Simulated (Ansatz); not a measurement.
ZnSe: geometry relaxation (part 2 of 3)

The same run, continued: ZnSe (P1, 32 atoms in the cell); DFT PBEsol, scalar-relativistic, plane waves, PAW, no spin polarisation (Ansatz 0.2.0); cutoff 420 eV, 2×2×2 k-mesh, Gaussian smearing of 0.02 eV. The structure derives from a Materials Project entry. It belongs to a series of runs on one base structure; here: the perfect supercell shaken and relaxed.

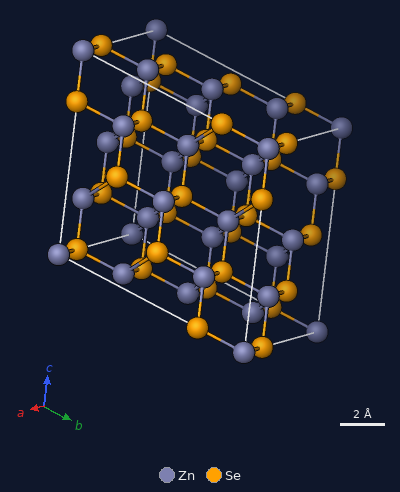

Figure 1. The geometry at step 4 of the log (ball-and-stick view of the cell of the calculation, seen slightly off an axis).

Output, continued:
```
  k-point 0: bands = ["-40.0520", "-40.0520", "-40.0519", "-40.0517", "-40.0517", "-40.0517", "-40.0516", "-40.0516", "-40.0516", "-40.0515", ... 59 levels left out ..., "-40.0460", "-40.0460", "-40.0460", "-40.0459", "-40.0459", "-40.0459", "-40.0456", "-40.0456", "-40.0455", "-40.0451", "-40.0448", "-6.1305", "-6.1303", "-6.1301", "-6.1298", "-5.5509", "-5.5506", "-5.5502", "-5.5500", "-5.5498", "-5.5497", "-5.5496", "-5.5494", "-5.5493", "-5.5491", "-5.5489", "-5.5482", "0.3284", "0.3285",
      "0.3286", "0.3287", "0.3287", "0.3288", "0.3289", "0.3290", "0.3309", "0.3310", "0.3311", "0.3311", "0.3550", "0.3552", "0.3554", "0.3555", "0.3556", "0.3558", "0.3559", "0.3560", "0.3562", "0.3563", "0.3565", "0.3567", "0.4523", "0.4527", "0.4527", "0.4528", "0.4529", "0.4530", "0.4531", "0.4532", "0.4534", "0.4535", "0.4536", "0.4537", "0.5515", "0.5516", "0.5517", "0.5518", "0.5519", "0.5519",
      "0.5520", "0.5521", "0.5522", "0.5523", "0.5523", "0.5524", "0.6639", "0.6640", "0.6641", "0.6641", "0.6642", "0.6642", "0.6643", "0.6644", "0.6925", "0.6925", "0.6926", "0.6926", "0.6927", "0.6927", "0.6928", "0.6928", "0.6929", "0.6929", "0.6929", "0.6930", "0.8062", "0.8065", "0.8065", "0.8067", "0.8068", "0.8069", "0.8071", "0.8072", "0.8073", "0.8075", "0.8076", "0.8079", "2.1778", "2.1794",
      "2.1800", "2.1806", "2.1814", "2.1819", "2.1823", "2.1827", "2.1834", "2.1842", "2.1845", "2.1858", "3.7697", "3.7702", "3.7712", "3.7714", "4.3553", "4.3557", "4.3562", "4.3564", "4.3567", "4.3572", "4.3576", "4.3578", "4.3581", "4.3586", "4.3588", "4.3593", "5.2428", "5.2432", "5.2435", "5.2438", "5.2443", "5.2447", "5.2450", "5.2451", "5.2455", "5.2459", "5.2464", "5.2466", "6.4013", "6.4015",
      "6.4017", "6.4018", "6.4021", "6.4025", "6.4028", "6.4030", "9.6000", "9.6002", "9.6006", "9.6009", "10.5514", "10.5520", "10.5521", "10.5530", "10.5534", "10.5543", "10.5546", "10.5553", "10.5557", "10.5562", "10.5568", "10.5579", "12.4536", "12.4544", "12.4549", "12.4561", "12.4597", "12.4606", "12.4615", "12.4630", "12.4646", "12.4655", "12.4663", "12.4671", "13.2815", "13.2816", "13.2818", "13.2822", "13.2828", "13.2829",
      "13.2832", "13.2833", "13.4081", "13.4088", "13.4104", "13.4106", "14.3512", "14.3519", "14.3527", "14.3530", "14.3541"]
  k-point 1: bands = ["-40.0520", "-40.0520", "-40.0519", "-40.0517", "-40.0517", "-40.0517", "-40.0517", "-40.0516", "-40.0516", "-40.0515", ... 59 levels left out ..., "-40.0460", "-40.0460", "-40.0460", "-40.0459", "-40.0459", "-40.0459", "-40.0456", "-40.0456", "-40.0455", "-40.0451", "-40.0448", "-6.3686", "-5.9161", "-5.9160", "-5.9158", "-5.9155", "-5.6918", "-5.6913", "-5.6912", "-5.6908", "-5.5890", "-5.4846", "-5.4845", "-5.4843", "-5.4840", "-5.3965", "-5.3963", "0.2642", "0.2750",
      "0.3068", "0.3068", "0.3107", "0.3109", "0.3112", "0.3113", "0.3417", "0.3418", "0.3702", "0.3703", "0.3704", "0.3705", "0.3811", "0.3812", "0.3815", "0.3816", "0.3817", "0.3818", "0.3822", "0.3824", "0.3891", "0.3892", "0.3894", "0.3894", "0.4071", "0.4072", "0.4073", "0.4074", "0.4472", "0.4472", "0.4473", "0.4474", "0.4929", "0.4929", "0.5140", "0.5140", "0.5596", "0.5597", "0.6153", "0.6153",
      "0.6156", "0.6156", "0.6182", "0.6182", "0.6183", "0.6183", "0.6481", "0.6481", "0.6482", "0.6482", "0.6520", "0.6585", "0.6586", "0.6587", "0.6587", "0.6682", "0.6683", "0.6683", "0.6683", "0.6718", "0.6902", "0.6902", "0.6902", "0.6902", "0.6954", "0.6954", "0.7029", "0.7078", "0.7273", "0.7274", "0.7280", "0.7281", "0.8695", "0.8697", "0.8699", "0.8700", "0.9150", "0.9150", "2.0088", "2.0091",
      "2.0109", "2.0113", "2.0619", "2.0621", "2.1872", "2.1874", "2.1877", "2.1879", "2.6643", "3.4283", "3.4288", "3.4293", "3.4297", "3.7837", "3.7841", "3.7845", "3.7847", "4.3160", "4.3160", "4.3536", "4.3537", "4.8934", "4.8934", "5.0676", "5.0679", "5.0685", "5.0688", "5.0879", "5.0884", "5.0891", "5.0895", "5.1604", "5.1608", "5.1631", "5.1635", "5.5437", "5.9346", "5.9347", "5.9349", "5.9351",
      "5.9743", "5.9744", "5.9749", "5.9750", "6.4542", "6.4542", "9.6087", "9.9676", "10.2334", "10.2338", "10.2363", "10.2367", "10.5720", "10.6212", "10.6214", "11.0520", "11.0524", "11.0528", "11.0533", "11.1390", "11.1391", "11.5042", "11.5048", "11.5059", "11.5066", "11.6694", "11.6707", "11.6729", "11.6742", "11.8620", "12.8445", "12.8457", "12.8467", "12.8471", "12.8482", "12.8486", "12.8501", "12.8509", "13.3249", "13.3249",
      "13.5115", "13.5126", "13.5150", "13.5163", "13.5693", "13.5707", "13.5729", "13.5741", "13.5981", "13.5986", "13.6004"]
  k-point 2: bands = ["-40.0520", "-40.0520", "-40.0519", "-40.0517", "-40.0517", "-40.0517", "-40.0517", "-40.0516", "-40.0516", "-40.0515", ... 59 levels left out ..., "-40.0460", "-40.0460", "-40.0460", "-40.0459", "-40.0459", "-40.0459", "-40.0456", "-40.0456", "-40.0455", "-40.0451", "-40.0448", "-6.3686", "-5.9161", "-5.9160", "-5.9158", "-5.9156", "-5.6918", "-5.6915", "-5.6910", "-5.6909", "-5.5890", "-5.4846", "-5.4845", "-5.4843", "-5.4841", "-5.3966", "-5.3962", "0.2642", "0.2750",
      "0.3068", "0.3069", "0.3109", "0.3110", "0.3111", "0.3112", "0.3417", "0.3418", "0.3702", "0.3703", "0.3704", "0.3704", "0.3811", "0.3813", "0.3815", "0.3816", "0.3817", "0.3819", "0.3821", "0.3824", "0.3892", "0.3892", "0.3893", "0.3894", "0.4071", "0.4072", "0.4073", "0.4074", "0.4472", "0.4473", "0.4473", "0.4474", "0.4928", "0.4929", "0.5140", "0.5140", "0.5596", "0.5596", "0.6152", "0.6153",
      "0.6155", "0.6157", "0.6182", "0.6182", "0.6183", "0.6183", "0.6481", "0.6482", "0.6482", "0.6482", "0.6520", "0.6585", "0.6586", "0.6587", "0.6587", "0.6682", "0.6683", "0.6683", "0.6683", "0.6718", "0.6902", "0.6902", "0.6902", "0.6902", "0.6953", "0.6954", "0.7029", "0.7078", "0.7272", "0.7274", "0.7279", "0.7283", "0.8696", "0.8697", "0.8698", "0.8699", "0.9150", "0.9151", "2.0085", "2.0092",
      "2.0107", "2.0118", "2.0619", "2.0620", "2.1873", "2.1875", "2.1877", "2.1878", "2.6643", "3.4287", "3.4289", "3.4292", "3.4294", "3.7840", "3.7842", "3.7844", "3.7845", "4.3160", "4.3160", "4.3535", "4.3537", "4.8934", "4.8935", "5.0679", "5.0680", "5.0684", "5.0685", "5.0882", "5.0886", "5.0889", "5.0892", "5.1601", "5.1610", "5.1628", "5.1640", "5.5437", "5.9347", "5.9348", "5.9349", "5.9350",
      "5.9741", "5.9745", "5.9750", "5.9750", "6.4541", "6.4542", "9.6087", "9.9676", "10.2329", "10.2342", "10.2360", "10.2371", "10.5720", "10.6210", "10.6215", "11.0522", "11.0523", "11.0528", "11.0530", "11.1390", "11.1392", "11.5047", "11.5051", "11.5056", "11.5060", "11.6706", "11.6713", "11.6724", "11.6731", "11.8620", "12.8442", "12.8446", "12.8461", "12.8474", "12.8482", "12.8493", "12.8506", "12.8515", "13.3249", "13.3249",
      "13.5129", "13.5133", "13.5144", "13.5149", "13.5706", "13.5713", "13.5722", "13.5727", "13.5980", "13.5986", "13.6001"]
  k-point 3: bands = ["-40.0520", "-40.0520", "-40.0519", "-40.0517", "-40.0517", "-40.0517", "-40.0516", "-40.0516", "-40.0516", "-40.0515", ... 59 levels left out ..., "-40.0460", "-40.0460", "-40.0460", "-40.0459", "-40.0459", "-40.0459", "-40.0456", "-40.0456", "-40.0455", "-40.0451", "-40.0448", "-6.3686", "-5.9164", "-5.9159", "-5.9157", "-5.9154", "-5.6918", "-5.6913", "-5.6912", "-5.6909", "-5.5889", "-5.4849", "-5.4845", "-5.4842", "-5.4839", "-5.3965", "-5.3964", "0.2642", "0.2750",
      "0.3068", "0.3068", "0.3106", "0.3109", "0.3112", "0.3114", "0.3417", "0.3418", "0.3703", "0.3703", "0.3704", "0.3704", "0.3813", "0.3815", "0.3815", "0.3816", "0.3817", "0.3818", "0.3820", "0.3821", "0.3891", "0.3892", "0.3893", "0.3894", "0.4069", "0.4071", "0.4073", "0.4077", "0.4470", "0.4472", "0.4473", "0.4476", "0.4929", "0.4929", "0.5140", "0.5140", "0.5596", "0.5596", "0.6153", "0.6154",
      "0.6155", "0.6156", "0.6182", "0.6183", "0.6183", "0.6183", "0.6481", "0.6481", "0.6482", "0.6482", "0.6520", "0.6584", "0.6586", "0.6586", "0.6588", "0.6683", "0.6683", "0.6683", "0.6683", "0.6718", "0.6902", "0.6902", "0.6902", "0.6903", "0.6954", "0.6954", "0.7029", "0.7078", "0.7274", "0.7276", "0.7278", "0.7280", "0.8694", "0.8697", "0.8699", "0.8701", "0.9150", "0.9150", "2.0091", "2.0098",
      "2.0103", "2.0110", "2.0620", "2.0620", "2.1869", "2.1875", "2.1877", "2.1883", "2.6643", "3.4280", "3.4286", "3.4294", "3.4302", "3.7837", "3.7840", "3.7845", "3.7848", "4.3160", "4.3160", "4.3536", "4.3537", "4.8934", "4.8934", "5.0675", "5.0679", "5.0684", "5.0690", "5.0875", "5.0883", "5.0891", "5.0900", "5.1608", "5.1617", "5.1622", "5.1631", "5.5437", "5.9343", "5.9347", "5.9349", "5.9354",
      "5.9744", "5.9745", "5.9748", "5.9749", "6.4542", "6.4542", "9.6087", "9.9675", "10.2338", "10.2348", "10.2353", "10.2362", "10.5720", "10.6212", "10.6214", "11.0517", "11.0524", "11.0528", "11.0535", "11.1390", "11.1391", "11.5037", "11.5049", "11.5059", "11.5069", "11.6688", "11.6707", "11.6730", "11.6749", "11.8620", "12.8447", "12.8459", "12.8471", "12.8473", "12.8479", "12.8485", "12.8493", "12.8511", "13.3249", "13.3249",
      "13.5112", "13.5137", "13.5140", "13.5166", "13.5690", "13.5716", "13.5720", "13.5744", "13.5985", "13.5993", "13.5997"]
--- Relaxed structure (4 steps of the walk, 4 accepted, 0 SCFs on fresh bases) ---
  F+E_penalty+E_count = -139303.30305184 eV   max|allowed force component| = 1.144e-2 eV/Å
  atoms:
    - { symbol: Zn, position: [0.249322118711987, 0.2484722780180559, 0.49820295653616653] }
    - { symbol: Zn, position: [0.2496503647167142, 0.49800859196697045, 0.24834319245290212] }
    - { symbol: Zn, position: [0.2494899655527667, 0.7485484532316193, -0.0011606589762439279] }
    - { symbol: Zn, position: [0.00011965347958303729, 0.24836018361929407, 0.7491358206680614] }
    - { symbol: Zn, position: [0.24958552733738848, -0.002356071267430565, 0.7484716772439912] }
    - { symbol: Zn, position: [-0.0005461960536394661, 0.49791738661824064, 0.4984827887387295] }
    - { symbol: Zn, position: [0.00031032985169887617, 0.7487251776171944, 0.24951172867273413] }
    - { symbol: Zn, position: [0.749736619806524, 0.24844111539851266, -0.0011314076657616967] }
    - { symbol: Zn, position: [0.999222100676042, 0.9977139438002129, 0.998079279953165] }
    - { symbol: Zn, position: [0.7497988622546099, 0.4978148791100504, 0.7487682655997926] }
    - { symbol: Zn, position: [0.7495209766003748, 0.7479096722186854, 0.4984177291688423] }
    - { symbol: Zn, position: [0.4996282159233741, 0.24794530532076317, 0.24880551987142144] }
    - { symbol: Zn, position: [0.749731827880695, -0.002167760632352328, 0.24845558223326136] }
    - { symbol: Zn, position: [0.4995683796168252, 0.49762991438933224, -0.0016583111522888703] }
    - { symbol: Zn, position: [0.499719065803571, 0.7479306870341834, 0.7487262671989505] }
    - { symbol: Zn, position: [0.4996204501435192, -0.0021252610079110397, 0.4987112319774499] }
    - { symbol: Se, position: [-0.0005605405337268665, 0.24799166797811076, 0.49866980581495385] }
    - { symbol: Se, position: [-0.00013307291817492295, 0.4982821550655832, 0.24877587312580407] }
    - { symbol: Se, position: [-0.0005134027401380581, 0.7480736620208672, -0.0011083770573864227] }
    - { symbol: Se, position: [0.7497820878946427, 0.24787882132318045, 0.7487219407166263] }
    - { symbol: Se, position: [-0.00036452354019872457, -0.0020735147197827875, 0.7483767476255856] }
    - { symbol: Se, position: [0.7495661720548763, 0.49800442394318856, 0.49872217995518464] }
    - { symbol: Se, position: [0.7495811140098859, 0.7478201732311726, 0.2484477673763943] }
    - { symbol: Se, position: [0.4995182916756843, 0.24781026493971386, -0.001327420221420933] }
    - { symbol: Se, position: [0.7495769460415587, -0.0018285101322464414, -0.0014062811450651358] }
    - { symbol: Se, position: [0.4997183532832851, 0.4979160600244175, 0.7485119369600878] }
    - { symbol: Se, position: [0.49962410654681066, 0.7479015092360242, 0.4986426495805444] }
    - { symbol: Se, position: [0.24938544566853127, 0.24787125020396278, 0.24815456807542033] }
    - { symbol: Se, position: [0.49982264673623955, -0.0019408039667058452, 0.24884048363248457] }
    - { symbol: Se, position: [0.24995084268924622, 0.498494825840234, -0.0013265679390400964] }
    - { symbol: Se, position: [0.249616578061981, 0.7478326165545931, 0.7486067395691655] }
    - { symbol: Se, position: [0.24999582856746175, -0.0012700445777353575, 0.49896897470948665] }
```
